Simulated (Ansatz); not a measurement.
**Geometry relaxation, with input and output: W₁₆S₃₃ (charge −2) (part 4 of 4)**

W₁₆S₃₃ (defect cell, 49 atoms in the cell, total charge −2); DFT PBE, scalar-relativistic, plane waves, PAW, no spin polarisation (Ansatz 0.2.0); cutoff 420 eV, 2×2×2 k-mesh, Gaussian smearing of 0.01 eV. The structure derives from a Materials Project entry. It belongs to a series of runs on one base structure; here: S interstitial, charge -2, atoms relaxed at the host's cell.

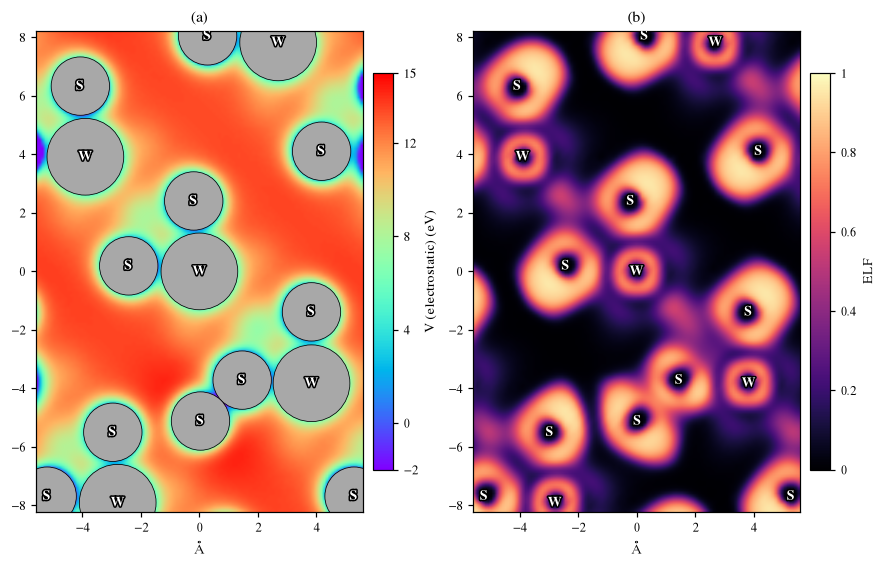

**Figure 1.** (a) electrostatic potential (local pseudopotential plus Hartree) felt by an electron; (b) electron localisation function on the (011̄) plane of the calculation cell. Grey discs, where drawn, cover atomic cores. The section cuts through W and S sites. S–S (2.00 Å): the ELF peaks at about 0.85 between the atoms, which marks a shared electron pair. W–S (2.37 Å): the ELF is about 0.40 at the midpoint. W–S (2.42 Å): the ELF is about 0.50 at the midpoint. W–S (2.44 Å): the ELF is about 0.45 at the midpoint. The ELF has a maximum of about 0.55 in the space between the atoms. The strong features right at W lie inside the PAW spheres (semicore, d or f shells) and say nothing about bonding. Outside the cores the potential energy rises away from the atoms and is highest about 1.8 Å from the nearest atoms; outside the discs it spans about 16 eV, and its zero is arbitrary. In a PAW calculation such maps are meaningful between the atoms, not at the nuclei.

Key numbers

- outcome: converged
- electrons treated: 424
- free energy: −195943.9454 eV
- Fermi energy: 9.872 eV
- gap on the k-point mesh: 0.42 eV
- final volume: 1052.44 Å³
- largest force (length of the vector) at the end: 0.024 eV/Å
- hardware: 4 threads of Arm Neoverse V2, 24 GiB of memory available, shared host
- wall time: 6 min (CPU time 24 min)
- peak memory: 3.8 GiB

Notes

Spin–orbit coupling is left out, which matters for W.
